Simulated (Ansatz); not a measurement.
## Geometry relaxation, with input and output: Si24O47H (charge −1) (part 3 of 3)

Continued. System: Si24O47H (defect cell, 72 atoms in the cell, total charge −1). Method: DFT, PBEsol, PAW, plane waves (Ansatz 0.2.0); cutoff 420 eV, 1×1×1 k-mesh, Fermi–Dirac smearing of 0.01 eV. 

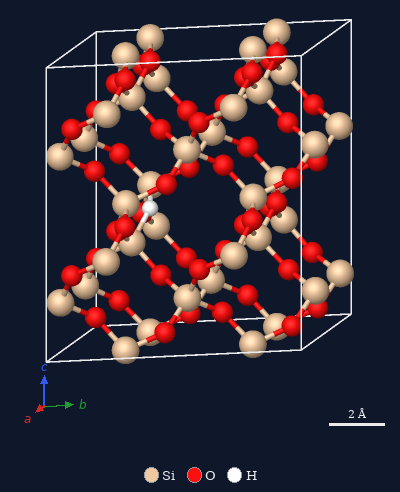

**Figure 1.** The starting structure (ball-and-stick view of the cell of the calculation, seen slightly off an axis).

### The program's output, continued
```
  atom  54  O      0.00124648    -0.00486629    -0.00114855
  atom  55  O     -0.00226496     0.00232937     0.00298691
  atom  56  O     -0.00692869     0.00190345    -0.00459176
  atom  57  O      0.01155383     0.00901711     0.00674657
  atom  58  O     -0.00773008    -0.00426602     0.00834441
  atom  59  O     -0.00001409     0.00546699    -0.00560224
  atom  60  O      0.01063353     0.00606564    -0.01081287
  atom  61  O     -0.00442767    -0.00296581     0.00727844
  atom  62  O      0.00597575     0.00173676    -0.00073292
  atom  63  O     -0.00520692     0.00314518     0.00888337
  atom  64  O     -0.00113934     0.00006990    -0.00176663
  atom  65  O      0.00624561    -0.01789503    -0.00119774
  atom  66  O     -0.00453534    -0.00579472     0.00083809
  atom  67  O      0.00103618    -0.00120164     0.00105921
  atom  68  O     -0.00017088     0.00086318    -0.00350988
  atom  69  O     -0.00461727    -0.00054812     0.00199703
  atom  70  O      0.00530867     0.00307865     0.00118392
  atom  71  O     -0.00522076    -0.00638892     0.00058322
  atom  72  H      0.00935220    -0.00154177     0.00962727
  max |Σ_I F_I| component: 5.82e-5 eV/Å
--- Charged-cell corrections in eV (Makov–Payne, q = -1.000 e, ε = 4.500) ---
  F (periodic)     = -41363.524915  (uncorrected; the corrections below are reported, never added to it)
  E_corr1          = +0.465349  (monopole, q²α_M/2εL)
  F Makov-Payne    = -41363.059566  (F + E_corr1; no measured alignment; for a localised charge, not one spread in a band: unchecked)
--- Band table (eV) ---
  k-point 0: bands = ["-16.9524", "-16.8154", "-16.7721", "-16.7224", "-16.6239", "-16.5152", "-16.4805", "-16.3872", "-16.2998", "-16.2512", ... 52 levels left out ..., "-4.4906", "-4.2433", "-4.2050", "-4.0784", "-4.0452", "-3.8407", "-3.6915", "-3.5887", "-3.4642", "-3.2936", "-3.2788", "-3.2558", "-3.2148", "-3.1723", "-3.1469", "-3.0930", "-3.0594", "-3.0367", "-2.9872", "-2.9795", "-2.9361", "-2.8556", "-2.8226", "-2.7422", "-2.7103", "-2.6366", "-2.6007", "-2.5667", "-2.4663",
      "-2.2798", "-2.2258", "-1.8682", "-1.2475", "-1.0826", "-1.0118", "-0.9932", "-0.9676", "-0.9591", "-0.8963", "-0.8487", "-0.8241", "-0.7897", "-0.7170", "-0.6919", "-0.6279", "-0.6170", "-0.5936", "-0.5484", "-0.5280", "-0.4598", "-0.4157", "-0.3971", "-0.3756", "-0.3296", "-0.2564", "-0.2056", "-0.1647", "-0.1424", "-0.1109", "-0.0941", "-0.0062", "0.0686", "0.0766", "0.1165", "0.1397", "0.1470", "0.1774", "0.2174", "0.2340",
      "0.2780", "0.3228", "0.3400", "0.4132", "0.4828", "0.5145", "0.5668", "0.5772", "0.6145", "0.6313", "0.6498", "0.6858", "0.7169", "0.7417", "0.7674", "0.7853", "0.8558", "0.8889", "0.9270", "0.9590", "1.0024", "1.0236", "1.0595", "1.0769", "1.1084", "1.1459", "1.1678", "1.1955", "1.2122", "1.2460", "1.2807", "1.3195", "1.3587", "1.4145", "1.4257", "1.4843", "1.4979", "1.5501", "1.5769", "1.6164",
      "1.6878", "1.7256", "1.7624", "1.7869", "1.8018", "1.8451", "1.8558", "1.8842", "1.9288", "1.9825", "2.0205", "2.0634", "2.1029", "2.1117", "2.1953", "2.4064", "2.4733", "2.7578", "4.9511", "8.7081", "8.8445", "9.2473", "9.5264", "9.6443", "10.0274", "10.2727", "10.3317", "10.4737", "10.6489", "10.8022", "10.9222", "10.9701", "11.0350", "11.1210", "11.1642", "11.1788", "11.2230", "11.2855", "11.3068", "11.3656",
      "11.4190", "11.4882", "11.5216", "11.5903", "11.6448", "11.7046", "11.7355", "11.7706", "11.8132", "11.8725", "11.8983", "11.9672", "11.9867", "12.0289", "12.0522", "12.0867", "12.1235", "12.1950", "12.2506", "12.2999", "12.3229", "12.3926", "12.4267", "12.4803", "12.5200", "12.5790", "12.6593", "12.6983", "12.7498", "12.7736", "12.8264", "12.8791", "12.9648", "13.0027", "13.0974", "13.1281", "13.1742", "13.2806", "13.3460", "13.3722",
      "13.4657", "13.5526", "13.5927", "13.6447", "13.6942", "13.7862", "13.8214", "13.8684", "13.8949", "13.9481", "14.0662"]
--- Relaxed structure (26 steps of the walk, 26 accepted, 0 SCFs on fresh bases) ---
  F+E_penalty+E_count = -41363.52491481 eV   max|allowed force component| = 2.074e-2 eV/Å
  atoms:
    - { symbol: Si, position: [0.232224229538482, -0.010056074350045817, 0.16136421888734287] }
    - { symbol: Si, position: [0.24338064758621092, 1.011554076410958, 0.6585898956360756] }
    - { symbol: Si, position: [0.23227693242788083, 0.4940173749514855, 0.16571913858588436] }
    - { symbol: Si, position: [0.2330975513796669, 0.5018207486811316, 0.6586878426553374] }
    - { symbol: Si, position: [0.7447313951480635, -0.004890459155997584, 0.1682080683917713] }
    - { symbol: Si, position: [0.7334153746608423, 0.001222096291192228, 0.6628953329852731] }
    - { symbol: Si, position: [0.720999108665054, 0.4905363643147578, 0.17198803773438812] }
    - { symbol: Si, position: [0.7445085114189499, 0.503217942729479, 0.6674537513207305] }
    - { symbol: Si, position: [0.005535285146952493, 0.23252871096945085, 0.3353581656314072] }
    - { symbol: Si, position: [0.9985378284080664, 0.239982197339772, 0.8310666398790337] }
    - { symbol: Si, position: [-0.005462409824064374, 0.7284170997337209, 0.3310095419809049] }
    - { symbol: Si, position: [0.01094043581655152, 0.7440800351799769, 0.8279016890726659] }
    - { symbol: Si, position: [0.4603676281224336, 0.23357982254599885, 0.34161839610964917] }
    - { symbol: Si, position: [0.5036308176027614, 0.23272373037976904, 0.8356209809733444] }
    - { symbol: Si, position: [0.498610128538864, 0.7310276792645515, 0.33449313818953813] }
    - { symbol: Si, position: [0.5019855055783763, 0.7273130280467022, 0.8273680746479841] }
    - { symbol: Si, position: [0.2577930309070835, 0.2547929294571136, -0.0022696636735059957] }
    - { symbol: Si, position: [0.3075408550248162, 0.28991410975518583, 0.4907210157232328] }
    - { symbol: Si, position: [0.26887712567596667, 0.7601381039458341, 0.9953866663303833] }
    - { symbol: Si, position: [0.2609450172543924, 0.7643895282594741, 0.499200935359552] }
    - { symbol: Si, position: [0.7619899158396475, 0.2579907365969813, 0.0053289657118828875] }
    - { symbol: Si, position: [0.7492023731809434, 0.26015004852254975, 0.49564297351399467] }
    - { symbol: Si, position: [0.7662646958006856, 0.758645302233006, -0.003831223149580277] }
    - { symbol: Si, position: [0.7661337537929833, 0.7655286684443134, 0.5002153273554766] }
    - { symbol: O, position: [0.19411919762857735, 0.11596914594683073, 0.09848936879402717] }
    - { symbol: O, position: [0.2233716647695293, 0.14712198147875258, 0.5972171068851543] }
    - { symbol: O, position: [0.20502290547728097, 0.6259702301730337, 0.10050438927399231] }
    - { symbol: O, position: [0.20774789522692183, 0.645178610967279, 0.614564077528738] }
    - { symbol: O, position: [0.7138654546217458, 0.12838588633636275, 0.11199200264798102] }
    - { symbol: O, position: [0.6955936658252662, 0.12789309250565317, 0.6031055729699393] }
    - { symbol: O, position: [0.7057987063188663, 0.6287988057621037, 0.1042235748272171] }
    - { symbol: O, position: [0.7195511187867805, 0.6408558095464927, 0.611041761663222] }
    - { symbol: O, position: [0.3647411437889163, 0.06675589319561935, 0.26500083877359354] }
    - { symbol: O, position: [0.37741312334683685, 0.07699323583205654, 0.764941827313196] }
    - { symbol: O, position: [0.36836698892192377, 0.5727879966145322, 0.2687730106193103] }
    - { symbol: O, position: [0.37083199540877027, 0.5676163492614239, 0.7635192123459381] }
    - { symbol: O, position: [0.8829002040521922, 0.06691478246359699, 0.26902460505446646] }
    - { symbol: O, position: [0.8643215620722104, 0.07930220542538362, 0.7698650972383002] }
    - { symbol: O, position: [0.8550343799238886, 0.5652200041375393, 0.27780846074124443] }
    - { symbol: O, position: [0.8840194980378309, 0.5811409772533742, 0.7674418398018584] }
    - { symbol: O, position: [0.42068892673506086, 0.2843767617147221, 0.9395030743930952] }
    - { symbol: O, position: [0.4207821586155406, 0.7893980408947524, 0.4371716253339243] }
    - { symbol: O, position: [0.42948371470104485, 0.7826495198181337, 0.9374762235926172] }
    - { symbol: O, position: [0.9020742977422261, 0.27495496707973127, 0.4281757636962402] }
    - { symbol: O, position: [0.9248408425558181, 0.29536231963921583, 0.9405933995413375] }
    - { symbol: O, position: [0.9256041339801879, 0.7969528213893773, 0.43373103881707786] }
    - { symbol: O, position: [0.9305103226802254, 0.7916050785709937, 0.9374104380045518] }
    - { symbol: O, position: [0.14658624528764097, 0.21754526941449742, 0.3919338662896108] }
    - { symbol: O, position: [0.12886725031491222, 0.2055574879533904, 0.8896070243834547] }
    - { symbol: O, position: [0.1252229592267245, 0.6984059005819212, 0.3946615401837105] }
    - { symbol: O, position: [0.1424363909318239, 0.7116632128718965, 0.8861132165492352] }
    - { symbol: O, position: [0.6028369485201757, 0.21508587257320896, 0.40664833225698105] }
    - { symbol: O, position: [0.6266866312579601, 0.19286386837570269, 0.9011279079146668] }
    - { symbol: O, position: [0.6258932401767136, 0.6972801629052514, 0.3998764794473525] }
    - { symbol: O, position: [0.6365856105547755, 0.6998427972122299, 0.8872211851032927] }
    - { symbol: O, position: [0.07001679316054472, 0.36731723881778205, 0.22809168720890885] }
    - { symbol: O, position: [0.07367191575615457, 0.3742952026748712, 0.7275792943887637] }
    - { symbol: O, position: [0.07019901584329236, 0.850895620152037, 0.21810556681088628] }
    - { symbol: O, position: [0.0826920116296288, 0.8814739153582544, 0.7254120751279458] }
    - { symbol: O, position: [0.5555147677403884, 0.36844240910485104, 0.23250342705743512] }
    - { symbol: O, position: [0.5926125212979627, 0.37624308420934727, 0.7413143470296822] }
    - { symbol: O, position: [0.5831068137470217, 0.8650130404404818, 0.23081405190892518] }
    - { symbol: O, position: [0.5751372630086288, 0.8631636589712041, 0.7238146261312048] }
    - { symbol: O, position: [0.28861389714203184, 0.4152292802180022, 0.06176589513920246] }
    - { symbol: O, position: [0.26921220486241976, 0.43304770397701536, 0.538780469139431] }
    - { symbol: O, position: [0.29811164849002214, 0.9216941874612113, 0.055453331395975636] }
    - { symbol: O, position: [0.292898161574639, 0.9302901138668569, 0.5514288819192874] }
    - { symbol: O, position: [0.7802647501622475, 0.4145272383903319, 0.06727052372710142] }
    - { symbol: O, position: [0.7990437320835103, 0.426467514081526, 0.5611622485476817] }
    - { symbol: O, position: [0.79262015307002, 0.9199961050371319, 0.05543216746327491] }
    - { symbol: O, position: [0.7942277676280989, 0.9291366455708006, 0.5565367533337912] }
    - { symbol: H, position: [0.46885266762340927, 0.3847241532258765, 0.550796881832403] }
--- Löwdin populations: 72 sites ---
  site symbol       q [e]
     0     Si      2.2528
     1     Si      2.2550
     2     Si      2.2423
     3     Si      2.2629
     4     Si      2.2418
     5     Si      2.2394
     6     Si      2.2571
     7     Si      2.2470
     8     Si      2.2684
     9     Si      2.2392
    10     Si      2.2406
    11     Si      2.2423
    12     Si      2.7616
    13     Si      2.2403
    14     Si      2.2403
    15     Si      2.2421
    16     Si      2.2413
    17     Si      2.8430
    18     Si      2.2410
    19     Si      2.2418
    20     Si      2.2390
    21     Si      2.2580
    22     Si      2.2414
    23     Si      2.2415
    24      O      6.7759
    25      O      6.7736
    26      O      6.7786
    27      O      6.7790
    28      O      6.7777
    29      O      6.7793
    30      O      6.7813
    31      O      6.7754
    32      O      6.7708
    33      O      6.7805
    34      O      6.7746
    35      O      6.7788
    36      O      6.7791
    37      O      6.7793
    38      O      6.7773
    39      O      6.7786
    40      O      6.7785
    41      O      6.7763
    42      O      6.7789
    43      O      6.7784
    44      O      6.7780
    45      O      6.7739
    46      O      6.7773
    47      O      6.7775
    48      O      6.7774
    49      O      6.7766
    50      O      6.7783
    51      O      6.7709
    52      O      6.7784
    53      O      6.7773
    54      O      6.7770
    55      O      6.7802
    56      O      6.7766
    57      O      6.7780
    58      O      6.7773
    59      O      6.7702
    60      O      6.7736
    61      O      6.7787
    62      O      6.7794
    63      O      6.7791
    64      O      6.7856
    65      O      6.7790
    66      O      6.7766
    67      O      6.7806
    68      O      6.7773
    69      O      6.7798
    70      O      6.7743
    71      H      1.2104
  spilling = 0.013759 (of n_electrons = 380.000000)
```

### Results in brief

| quantity | value |
| --- | --- |
| outcome | converged |
| electrons treated | 380 |
| free energy | −41363.5249 eV |
| Fermi energy | 6.830 eV |
| largest force (length of the vector) at the end | 0.022 eV/Å |
| hardware | 8 threads of Arm Neoverse-V1, 18 GiB of memory available, shared host |
| wall time | 4.8 min (CPU time 36 min) |
| peak memory | 1.6 GiB |

### Remarks

The k-point mesh is coarse for a cell of this size, so the results may not be converged.
